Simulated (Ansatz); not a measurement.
# Be: geometry relaxation (part 2 of 2)

The same run, continued: Be (2 atoms in the cell); DFT with PBEsol, PAW plane waves, no spin polarisation (Ansatz 0.2.0); cutoff 420 eV, 12×12×8 k-mesh, Gaussian smearing of 0.0413 eV. The structure derives from an entry of the Crystallography Open Database.

Geometry of the input (Å; fractional positions):
```
2.3224  0.0000  0.0000
-1.1612  2.0112  0.0000
0.0000  0.0000  3.6317
Be 0.3333  0.6667  0.2500
Be 0.6667  0.3333  0.7500
```

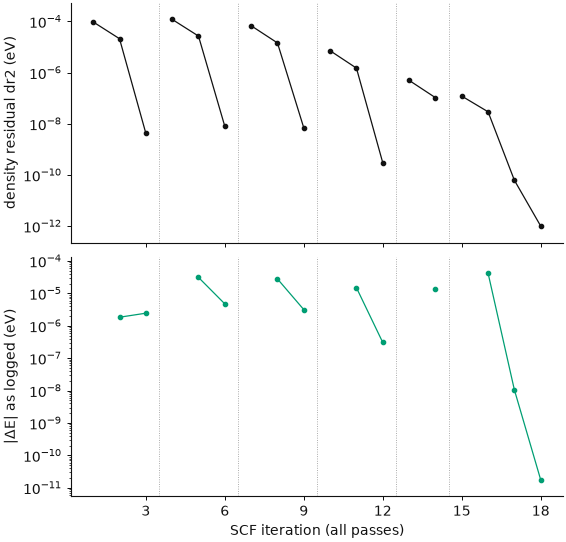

*Convergence of the self-consistent field: density residual dr2 and size of the energy change against the SCF iteration. The dotted lines part the SCF passes of the relaxation: geometry steps, rejected trials and re-solves on a re-selected basis.*

The 6 passes take 2 to 4 iterations each, 18 in all.

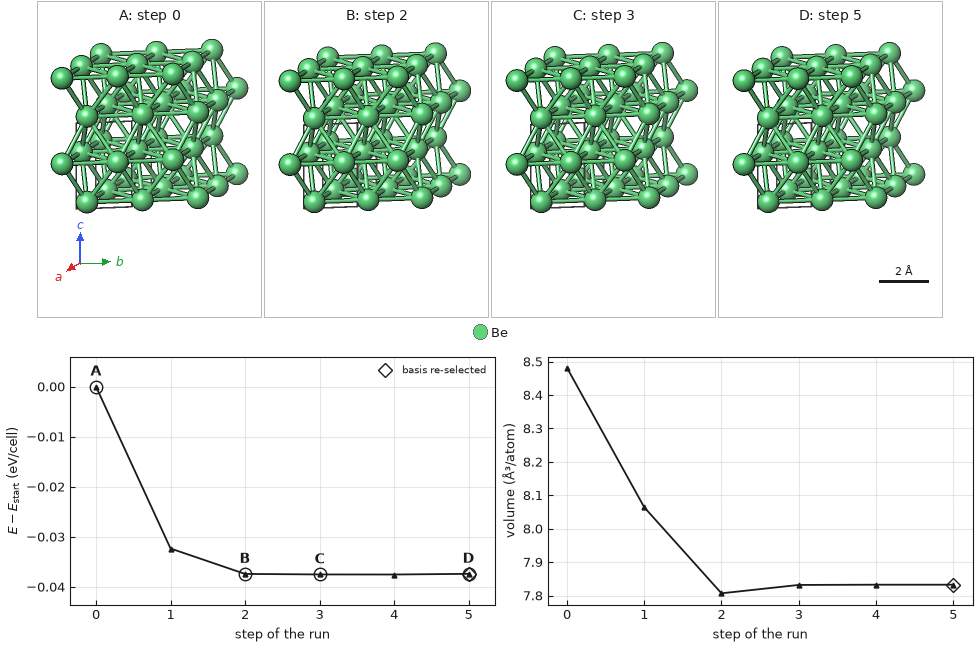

*Frames of the relaxation (ball-and-stick view of the cell of the calculation, repeated 3 × 3 × 2, seen slightly off an axis) above the curves, on which the letters mark them (the first geometry is step 0 here and step 1 in the log).*

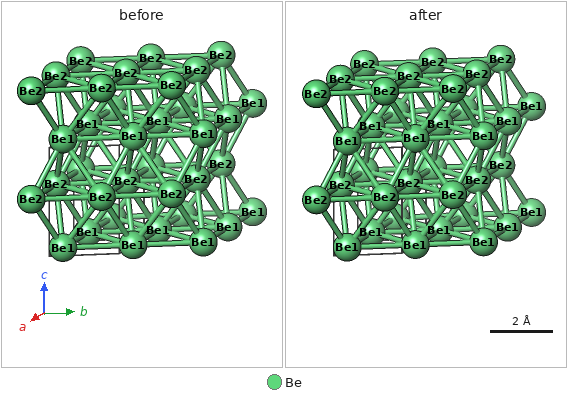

*Before (left) and after (right) the relaxation, at one scale (ball-and-stick view of the cell of the calculation, repeated 3 × 3 × 2, seen slightly off an axis).*

No atom moves by more than 0.005 Å relative to the cell. The volume changes by −7.7 %, with a = b 2.322 → 2.256 Å (−2.8 %), c 3.632 → 3.553 Å (−2.2 %). Among the contacts that change: Be1–Be1 2.322 → 2.256 Å, Be1–Be2 2.257 → 2.203 Å. The space group stays P6_3/mmc (No. 194). After 4 geometry steps the energy has fallen by 37.5 meV per cell of the calculation. All forces vanish by symmetry, so only the cell relaxes. Pressure: −8.64 GPa at the start and −0.02 GPa at the end. A last SCF at the same geometry on a re-selected plane-wave basis shifts the energy by +0.1 meV per cell of the calculation. (Atoms are counted from 1 in the order of the input.)

```
basis re-selected at this cell: Δ(F+E_penalty+E_count) = +1.344e-4 eV, ΔP = -0.016 GPa vs the last step (what re-selecting the basis moved, of the pressure what is left beyond the Pulay correction that the steps carried, after the strain that the cell walked since its last selection, with what the two solves' SCF thresholds leave and, on support functions, any second-order correction that the steps lacked; it is no measure of the basis error at this ecutwfc). The dense FFT grid was sized anew with the basis: this SCF ran on 16×16×24 points, the steps before it on 16×16×25, so part of this shift can come from that change (see relax.cell in the input reference). This SCF's stress stands 2.42e-2 GPa from its target on what of the cell is left free (relax.cell.stress_tol is 5.00e-2 GPa) and its largest allowed force component is 1.94e-16 eV/Å (relax.f_tol is 1.00e-2 eV/Å): within both
SCF converged after 4 iterations
Free energy (F): -180.711095 eV
Harris-Foulkes:  -180.711095 eV  (|F-HF|=2.16e-12)
Internal energy: -180.711039 eV  (E = F + TS)
E sigma→0 (E₀):  -180.711067 eV
Entropy (-TS):   -0.000056 eV (-0.028 meV/atom)
Fermi energy:    8.576180 eV
--- Per-component energies (eV) ---
  E_band       = 12.412588
  E_kinetic    = 42.375745
  E_local      = 5.702835  (includes V_loc(G=0)·N_el)
  E_nonlocal   = 8.869124
  E_hartree    = 0.081125
  E_xc         = -39.531897
  E_vxc        = -41.955548  (∫ρ·V_xc dr)
  E_paw        = -114.477338  (= ΣΔE_a)
  E_vpaw       = -2.741816  (= ΣTr[D̂ρ^β])
  E_aug_tail   = -0.000001  (compensation charges beyond the density's cutoff)
  E_ewald      = -83.749694
  E_core_change = 0.019063  (= ΣΔE_core)
  E_smearing   = -0.000056  (= −TS)
  E_closure    = 0.000000  (closes the sum)
  Σ components = -180.711095   (vs F -180.711095, Δ=0.00e0)
--- Forces (eV/Å), atoms counted from 1 ---
  atom   1  Be    -0.00000000    -0.00000000     0.00000000
  atom   2  Be     0.00000000     0.00000000     0.00000000
  max |Σ_I F_I| component: 7.40e-17 eV/Å
--- Stress (GPa, compression-positive) ---
       -0.010829       0.000000       0.000000
       -0.000000      -0.010829       0.000000
        0.000000       0.000000      -0.024158
  P = ⅓ Tr σ = -0.0153 GPa (-0.153 kbar)
--- Band table (eV; the first three rows and the last of 95) ---
  k-point 0: bands = ["-3.1932", "3.7040", "9.3475", "24.2963", "24.2963", "27.1651"]
  k-point 1: bands = ["-3.0578", "2.9677", "10.4017", "24.4204", "24.4204", "27.1206"]
  k-point 2: bands = ["-2.6513", "1.5599", "12.7550", "24.7785", "24.7785", "25.6719"]
  k-point 94: bands = ["7.0456", "7.0456", "8.5313", "8.5313", "14.5760", "14.5760"]
--- Relaxed structure (5 steps of the walk, 5 accepted, 1 SCFs on fresh bases) ---
  F+E_penalty+E_count = -180.71109540 eV   max|allowed force component| = 1.943e-16 eV/Å   (the final SCF, on the basis selected at the relaxed cell)
  cell:  # Å, volume = 15.6650 Å³
    - [2.2563240211535884, 2.804665535323805e-9, 0.0]
    - [-1.128162013005706, 1.954033920085732, 0.0]
    - [0.0, 0.0, 3.553010805025746]
  atoms:
    - { symbol: Be, position: [0.33333333333333337, 0.6666666666666667, 0.25000000000000006] }
    - { symbol: Be, position: [0.6666666666666669, 0.33333333333333337, 0.7500000000000001] }
--- Löwdin populations: 2 sites ---
  site symbol       q [e]
     0     Be      1.2687
     1     Be      1.2687
  spilling = 0.365644 (of n_electrons = 4.000000)
--- Bader charges: 2 sites ---
  site symbol  charge [e]  shift [e] shared [e]
     0     Be      0.6426     0.0000     0.0000
     1     Be      0.6426     0.0000     0.0000
  maxima off the nuclei: 2, with 1.2853 electrons
  on the straight line to a nucleus their density falls by 4.4e-3 of itself; PAW files or a low cutoff
  can make one that falls by little (a run on other files and one at a higher cutoff tell): if they did, read the shared
  charge, to which what the maxima have on the atom's side is counted
  estimated error of the sums over rays = 3.4e-4 e
```

**Trajectory as extended XYZ (Å, eV, eV/Å), 6 frames, from step=1 to step=6**
```
2
Lattice="2.3224 0.0000 0.0000 -1.1612 2.0112 0.0000 0.0000 0.0000 3.6317" Properties=species:S:1:pos:R:3:forces:R:3 step=1 energy=-180.67370 pressure_GPa=-8.64
Be    0.0000    1.3408    0.9079    0.0000   0.0000   0.0000
Be    1.1612    0.6704    2.7238    0.0000   0.0000   0.0000
2
Lattice="2.2782 0.0000 0.0000 -1.1391 1.9730 0.0000 0.0000 0.0000 3.5882" Properties=species:S:1:pos:R:3:forces:R:3 step=2 energy=-180.70604 pressure_GPa=-3.46
Be    0.0000    1.3153    0.8970    0.0000   0.0000   0.0000
Be    1.1391    0.6577    2.6911    0.0000   0.0000   0.0000
2
Lattice="2.2554 0.0000 0.0000 -1.1277 1.9532 0.0000 0.0000 0.0000 3.5442" Properties=species:S:1:pos:R:3:forces:R:3 step=3 energy=-180.71111 pressure_GPa=0.44
Be    0.0000    1.3022    0.8861    0.0000   0.0000   0.0000
Be    1.1277    0.6511    2.6582    0.0000   0.0000   0.0000
2
Lattice="2.2555 0.0000 0.0000 -1.1278 1.9533 0.0000 0.0000 0.0000 3.5553" Properties=species:S:1:pos:R:3:forces:R:3 step=4 energy=-180.71122 pressure_GPa=0.00
Be    0.0000    1.3022    0.8888    0.0000   0.0000   0.0000
Be    1.1278    0.6511    2.6665    0.0000   0.0000   0.0000
2
Lattice="2.2563 0.0000 0.0000 -1.1282 1.9540 0.0000 0.0000 0.0000 3.5530" Properties=species:S:1:pos:R:3:forces:R:3 step=5 energy=-180.71123 pressure_GPa=0.00
Be    0.0000    1.3027    0.8883    0.0000   0.0000   0.0000
Be    1.1282    0.6513    2.6648    0.0000   0.0000   0.0000
2
Lattice="2.2563 0.0000 0.0000 -1.1282 1.9540 0.0000 0.0000 0.0000 3.5530" Properties=species:S:1:pos:R:3:forces:R:3 step=6 energy=-180.71110 pressure_GPa=-0.02
Be    0.0000    1.3027    0.8883    0.0000   0.0000   0.0000
Be    1.1282    0.6513    2.6648    0.0000   0.0000   0.0000
```

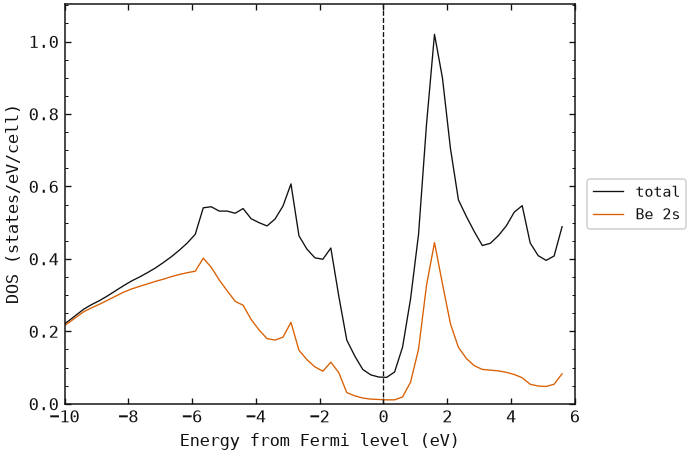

*Density of states (projected on Löwdin-orthogonalised atomic shells), with energies from the Fermi level.*

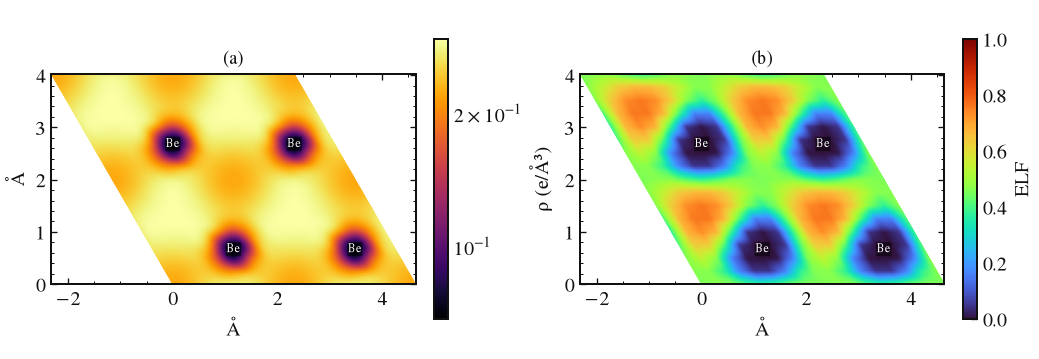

*(a) valence pseudo-density; (b) electron localisation function on the plane of lattice vectors 1 and 2 of the input at fractional height 0.750 along vector 3, 2 × 2 cells, interpolated from points about 0.3 Å apart.*

The plane passes within 0.2 Å of Be sites. The density in this plane falls to 0.085 e/Å³ at its lowest. The fields are smooth PAW fields, not the true ones close to the nuclei.

**Results in brief**

| quantity | value |
| --- | --- |
| outcome | converged |
| space group (tolerance 0.01 Å) | P6₃/mmc (194) |
| electrons treated | 4 |
| free energy | −180.7111 eV |
| Fermi energy | 8.576 eV |
| pressure | −0.02 GPa |
| final volume | 15.66 Å³ |
| largest force (length of the vector) at the end | under 0.001 eV/Å |
| final cell | a = 2.256 Å, b = 2.256 Å, c = 3.553 Å, α = 90.00°, β = 90.00°, γ = 120.00° |
| wall time | 21 s (CPU time 42 s) |
| peak memory | 0.28 GiB |

**Remarks**

Warnings of the run: the structure was made exactly symmetric.
